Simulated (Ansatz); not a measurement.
Au (slab)

Input

```
crystal:
  lattice:
    - [2.8654213474, 0.0, 0.0]
    - [-1.4327106737, 2.5703810372, 0.0]
    - [0.0, 0.0, 29.6763986541]
  atoms:
    - { symbol: Au, position: [0.3360485549, 0.6720971098, 0.2527260834] }
    - { symbol: Au, position: [0.6639514451, 0.3279028902, 0.3351507222] }
    - { symbol: Au, position: [0.3360485549, 0.6720971098, 0.4175753611] }
    - { symbol: Au, position: [0.6639514451, 0.3279028902, 0.5] }
    - { symbol: Au, position: [0.3360485549, 0.6720971098, 0.5824246389] }
    - { symbol: Au, position: [0.6639514451, 0.3279028902, 0.6648492778] }
    - { symbol: Au, position: [0.3360485549, 0.6720971098, 0.7472739166] }
basis:
  ecutwfc: 420
kpoints:
  mp_grid: { grid: [14, 13, 1] }
hamiltonian:
  xc: pbe
scf:
  occupations: { method: gaussian, width: 0.1 }
output:
  forces: true
  stress: true
  eigenvalues: true
  write_density: true
  write_potential: true
  elf: true
  volumetric_format: npy
efield:
  axis: 3
  dipole_correction: true
  ramp_width: 0.04
```

Run with:

```sh
ansatz run input.yaml --threads 1 --pin off --max-ram 2560MiB --backend cpu --events-out ev --progress --plain --runs-dir out
```

Computed without spin polarisation.

Level of theory: Ansatz 0.2.0, DFT PBE, scalar-relativistic, plane waves, PAW.

### What can the converged valence pseudo-density and electron localisation function tell about the bonding?

Au–Au (2.94 Å): the density is about 0.25 e/Å³ at the midpoint; the ELF is about 0.20 at the midpoint: no localised pair shows between them.

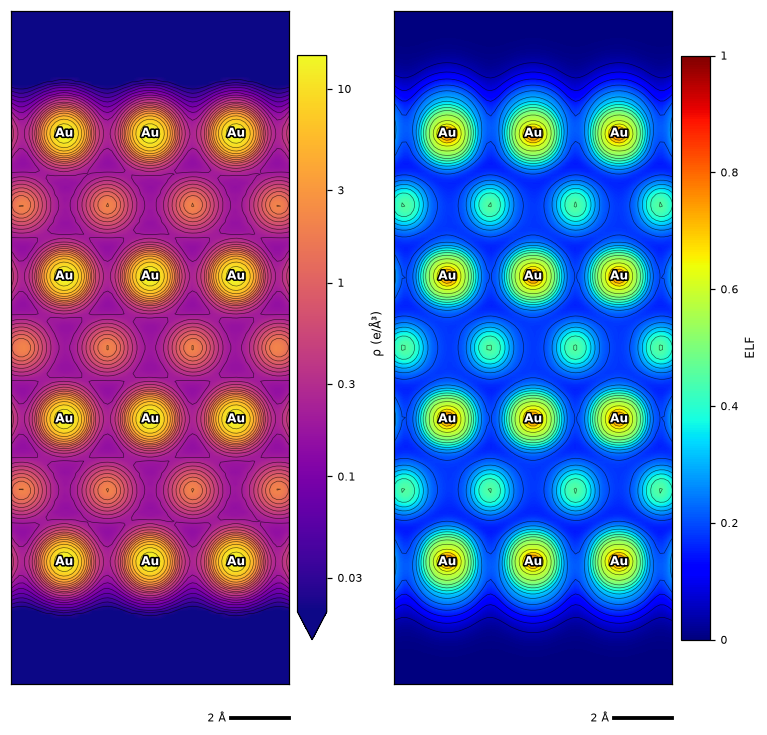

Computed valence pseudo-density and electron localisation function on the (100) plane of the calculation cell, a cut from vacuum to vacuum, in this order. Atoms just off the plane (Au, 0.8 Å away) can leave unmarked features too.

In a PAW calculation such maps are meaningful between the atoms, not at the nuclei.
